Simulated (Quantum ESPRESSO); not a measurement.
# A series of single points on CoO

System: CoO (2 atoms in the cell).
Method: Kohn-Sham DFT of a periodic cell, LDA, GBRV 1.5 LDA, spin-polarised (Quantum ESPRESSO 7.5).

The 7 runs differ only in the geometry, by an even scaling of the cell at fixed fractional positions. The structure derives from a Materials Project entry.

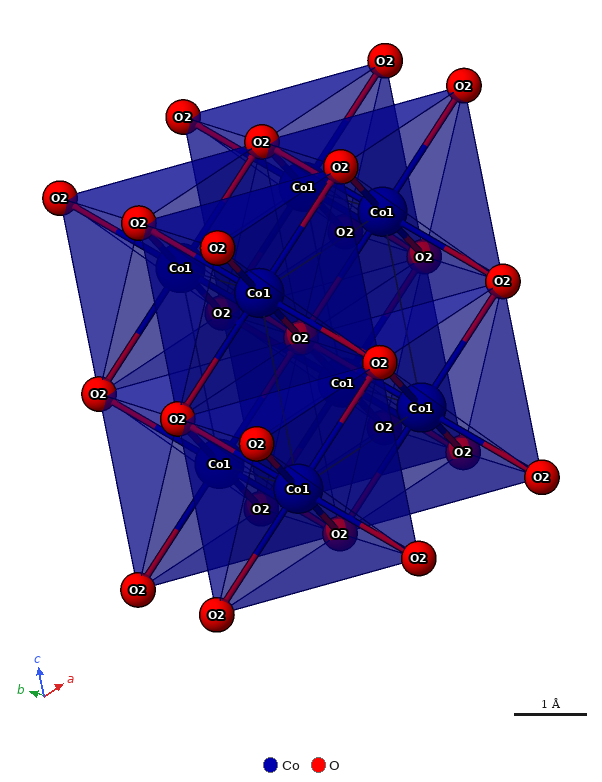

Figure 1. The structure of run 4 (polyhedral view of the cell of the calculation, seen slightly off an axis; polyhedra are completed across the faces of the cell; atoms are numbered from 1 in the order of the input). An atom can appear more than once, as a periodic image.

## Input of run 4
```
&CONTROL
  calculation = 'scf'
  prefix = 'pwscf'
  outdir = './tmp'
  pseudo_dir = './pseudo'
  tprnfor = .true.
  tstress = .true.
  disk_io = 'nowf'
/
&SYSTEM
  ibrav = 0
  nat = 2
  ntyp = 2
  ecutwfc = 56
  ecutrho = 448
  nbnd = 21
  occupations = 'smearing'
  smearing = 'fd'
  degauss = 0.00367493
  nspin = 2
  starting_magnetization(1) = 0.1176
  starting_magnetization(2) = 0
/
&ELECTRONS
  conv_thr = 4d-10
  electron_maxstep = 120
  mixing_beta = 0.3
/
ATOMIC_SPECIES
Co    58.9332 co_lda_v1.2.uspp.F.UPF
O     15.9990 o_lda_v1.2.uspp.F.UPF
CELL_PARAMETERS angstrom
   1.5054695445    0.8691832468    2.4399269062
  -1.5054695445    0.8691832468    2.4399269062
   0.0000000000   -1.7383664936    2.4399269062
ATOMIC_POSITIONS crystal
Co     0.0000000000    0.0000000000    0.0000000000
O      0.5000000000    0.5000000000    0.5000000000
K_POINTS automatic
11 11 11 0 0 0
```

Command:
```bash
OMP_NUM_THREADS=1 mpirun -n 2 pw.x -nk 2 -in pw.in > pw.out
```

Lattice vectors (Å) and fractional positions of run 4:
```
   1.505470    0.869183    2.439927
  -1.505470    0.869183    2.439927
   0.000000   -1.738366    2.439927
Co  0.000000  0.000000  0.000000
O   0.500000  0.500000  0.500000
```

Run 2 differs from it as follows:
```diff
-   1.5054695445    0.8691832468    2.4399269062
-  -1.5054695445    0.8691832468    2.4399269062
-   0.0000000000   -1.7383664936    2.4399269062
+   1.4851228673    0.8574360872    2.4069508786
+  -1.4851228673    0.8574360872    2.4069508786
+   0.0000000000   -1.7148721745    2.4069508786
```

## Results, with one run withheld

```tsv
run	volume per atom (Å³)	free energy per atom, from the lowest run given (meV)	pressure (GPa)
1	9.003	0.00	−7.67
2	9.195	?	?
3	9.387	25.55	−14.17
4	9.578	43.86	−16.98
5	9.770	65.50	−19.68
6	9.961	90.31	−22.24
7	10.153	118.08	−24.66
```

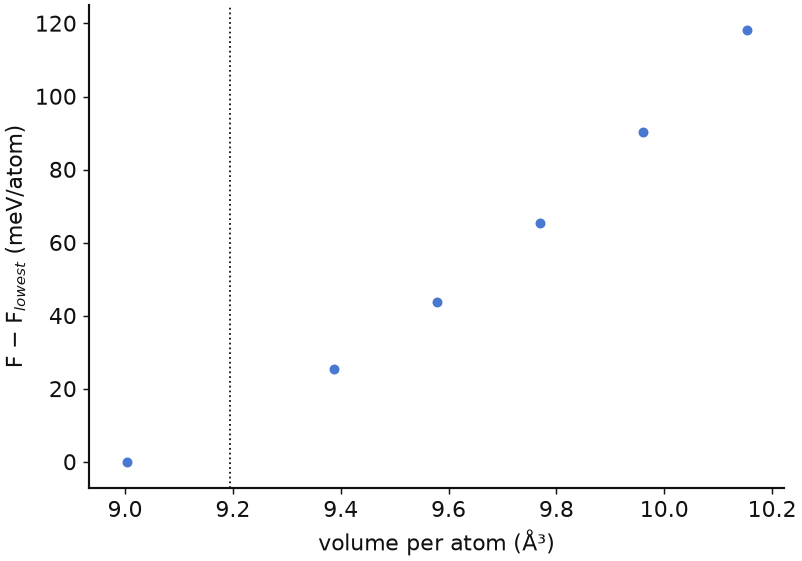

Figure 2. Free energy per atom of the runs given; the dotted line marks run 2.

Fit the runs given and predict run 2.

A cubic polynomial in V^(−2/3) (the Birch–Murnaghan form), fitted to the 6 runs given, misses them by at most 0.05 meV per atom. With x = V^(−2/3) − 0.22093 Å⁻², it reads F = 49.359 − 7143.4 x + 2.3294e+05 x² − 8.4243e+05 x³ (meV per atom). At run 2 it gives 10.84 meV per atom, and the run itself gives 10.80. The slope of the fit gives a pressure −dF/dV of −10.70 GPa there, and the run prints −11.02 GPa. The two needn't agree exactly: the fit is approximate, and the printed stress is taken on a finite basis. The fit has no minimum inside this range.

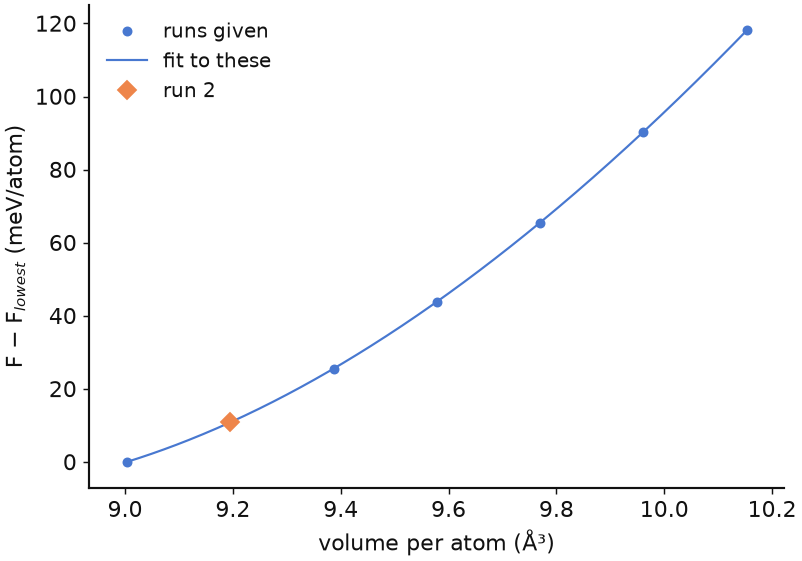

Figure 3. The fit and the withheld run.

## Some lines of the output (run 2)
```
[...]
     total energy              =    -330.55296925 Ry
     total energy              =    -330.55285195 Ry
     total energy              =    -330.55290432 Ry
     total energy              =    -330.55293188 Ry
     total energy              =    -330.55295677 Ry
     total energy              =    -330.55296575 Ry
     total energy              =    -330.55296591 Ry
     total energy              =    -330.55296609 Ry
     total energy              =    -330.55296610 Ry
     the Fermi energy is    14.4924 ev
!    total energy              =    -330.55296610 Ry
     The total energy is F=E-TS. E is the sum of the following terms:
     Computing stress (Cartesian axis) and pressure
          total   stress  (Ry/bohr**3)                   (kbar)     P=     -110.16
```
